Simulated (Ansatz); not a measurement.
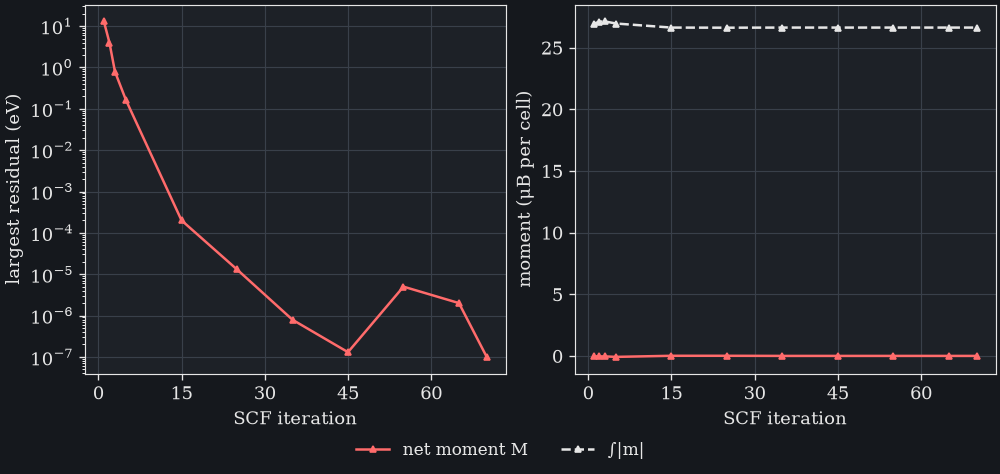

Convergence history. SCF iterations of a calculation: largest residual, magnetic moments. The run: Co (P1, 16 atoms in the cell), by Ansatz development build ahead of 0.2.0, DFT, r2SCAN, PAW (an earlier, harder data set), plane waves, scalar-relativistic; cutoff 1400 eV, 1×1×1 k-mesh, Fermi–Dirac smearing of 0.1 eV, collinear spins. Setting under test: symmetry off, full search for lower states. Only some iterations were kept.

It did not finish: the time limit cut it off after 70 iterations. The residual is still falling at the last step (down to 10⁻⁷). The residual starts near 10 and ends near 10⁻⁷ eV. The net moment goes from −0.03 to 0.00 μB per cell, though in an unconverged run this needn't be final.
